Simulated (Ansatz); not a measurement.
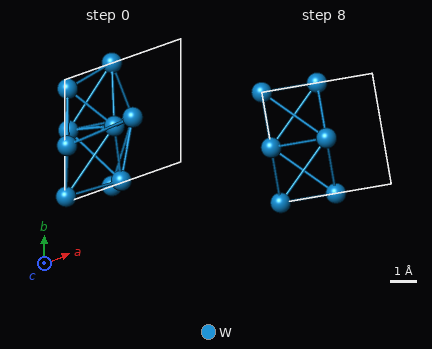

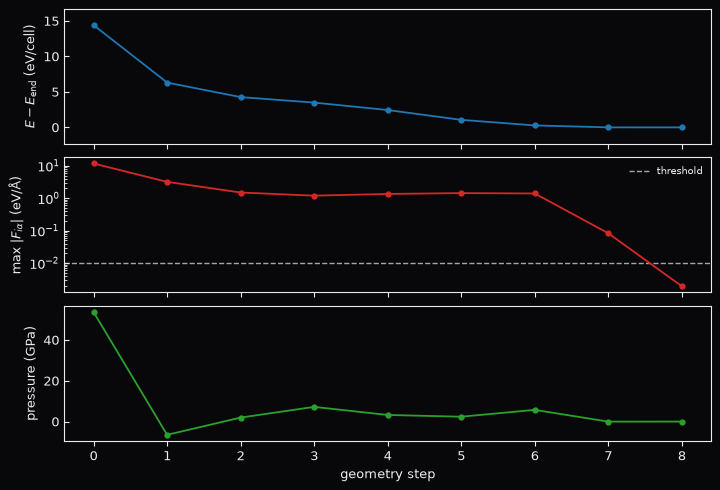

First and last geometry of a relaxation of solid W (set up in P1), with the history of the run. Style: ball-and-stick. Shown: the cell of the calculation, reduced to other axes, along the c axis. Lengths and directions refer to the drawn axes.

Case: all atoms moved at random, sigma 0.25 Å for each component; relaxed back.

These are results of DFT PBEsol, scalar-relativistic, plane waves, PAW (Ansatz 0.2.0), not measurements.

Input
```yaml
crystal:
  lattice:
    - [-3.9979915338, -3.9979915338, 0.0]
    - [0.0, -3.9979915338, 3.9979915338]
    - [-3.9979915338, 0.0, 3.9979915338]
  atoms:
    - { symbol: W, position: [0.5000909142, -0.084341891, -0.0022624798] }
    - { symbol: W, position: [0.0457423969, -0.0268081814, -0.0309236885] }
    - { symbol: W, position: [0.4576478224, 0.56156157, -0.0398888841] }
    - { symbol: W, position: [0.0020753903, 0.5376488748, 0.053432379] }
    - { symbol: W, position: [0.5771736512, -0.0738397458, 0.4642023516] }
    - { symbol: W, position: [0.0183201561, -0.0101099203, 0.5034570425] }
    - { symbol: W, position: [0.4811848633, 0.5837563291, 0.5067192342] }
    - { symbol: W, position: [-0.0822351944, 0.5121329646, 0.5452640452] }
basis:
  ecutwfc: 420
kpoints:
  mp_grid: { grid: [8, 8, 8] }
hamiltonian:
  xc: pbesol
scf:
  occupations: { method: gaussian, width: 0.15 }
output:
  forces: true
  stress: true
  eigenvalues: true
relax:
  adjacent_minimum: "off"
  f_tol: 0.01
  max_steps: 80
  cell: { stress_tol: 0.1 }
```

Run as
```bash
ansatz run input.yaml --threads 2 --pin off --max-ram 5120MiB --backend cpu --events-out ev --progress --plain --runs-dir out
```

**What do the curves and the structures tell?**

The run was cut off at its time limit before the program reported convergence, but its last step already meets the force threshold: the largest component is 0.0019 eV/Å against 0.01 eV/Å. The pressure is within 0.01 GPa of its target. The energy falls by 14.415 eV per cell of the calculation in 8 geometry steps. Largest force component: 12 eV/Å at the start, 0.0019 eV/Å at the end. The pressure goes from 53.65 to 0.01 GPa. W1 moves most relative to the cell: 0.46 Å along −a. The volume changes by −1.9 %, with a 5.654 → 5.462 Å (−3.4 %), b 5.654 → 5.461 Å (−3.4 %), c 5.654 → 6.304 Å (+11.5 %), α 60.0° → 54.7°, β 60.0° → 54.7°, γ 60.0° → 70.5°. Some distances before and after: W4–W5 4.803 → 3.154 Å, W2–W7 4.595 → 3.154 Å, W1–W8 4.576 → 3.154 Å, W3–W6 4.132 → 3.154 Å. New bonds form, among them: W3–W6 (4.13 → 3.15 Å). The space group (tolerance 0.01 Å) goes from P1 (No. 1) to Im-3m (No. 229). Cost: 17 min on 2 threads of Arm Neoverse V2, on a shared host, peak memory 1.7 GiB.
